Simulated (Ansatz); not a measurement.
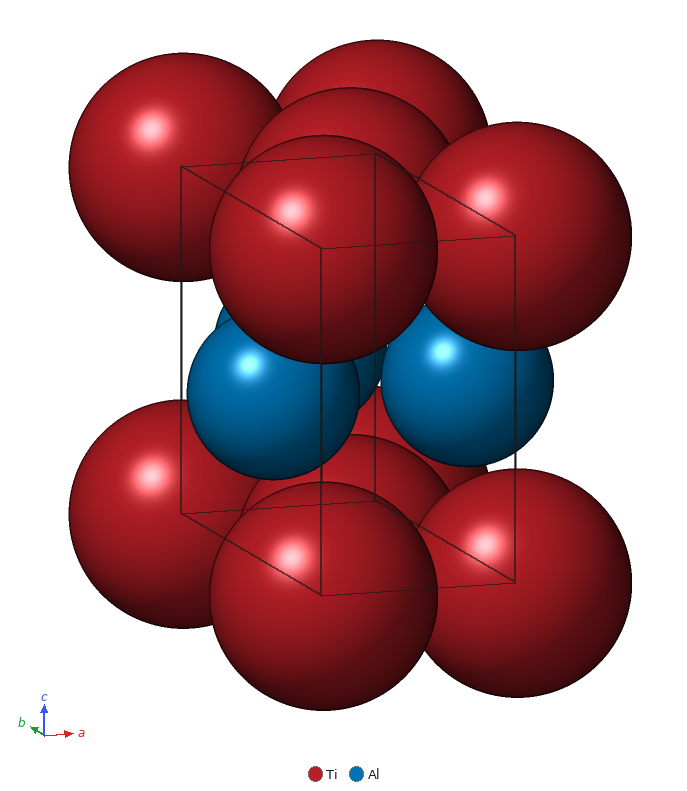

Drawn in the space-filling manner and seen slightly off an axis. The wireframe shows the conventional unit cell.

- Composition: TiAl.
- Space group C2 (No. 5), lattice base-centred monoclinic.
- One cell contains 2 Ti, 2 Al, 4 atoms in all.

It goes back to a structure listed in the Materials Project. The cell was then strained or its atoms displaced on purpose. It was run through Ansatz as a DFT input.

At this level of theory the cell isn't at rest (stretched, at -11 GPa), so its distances can differ from those at equilibrium, the more so the softer the solid.
